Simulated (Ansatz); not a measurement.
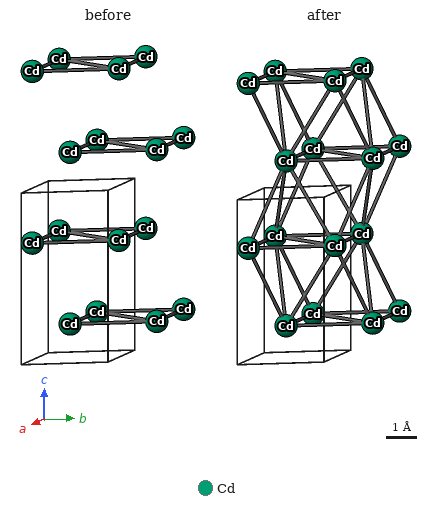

Left: a crystal of Cd (set up in P6_3/mmc). Right: the same structure after one change, at the same scale. The picture is a ball-and-stick view of the cell of the calculation, repeated 2 × 2 × 2 with one cell outlined, seen slightly off an axis.

These are results of Ansatz, DFT r2SCAN, scalar-relativistic, plane waves, PAW, not measurements. Settings: plane-wave cutoff 500 eV; k-point mesh 24 × 24 × 10; occupations gaussian; smearing width 0.1 eV; no spin polarisation.

What distinguishes the right structure from the left one?

Strain along c alone, −4.0 %, is applied. Symmetry leaves the atoms no freedom, so this is a single point.

And its effect?

Energy change: +5.1 meV per atom. Pressure: 0.1 GPa before, 1.7 GPa after. The principal stresses (compression positive) are 2.2 GPa along c and 1.5 GPa across it. All forces vanish by symmetry. Among the bonded contacts that change: Cd–Cd 3.365 → 3.266 Å. The space group stays P6_3/mmc (No. 194).
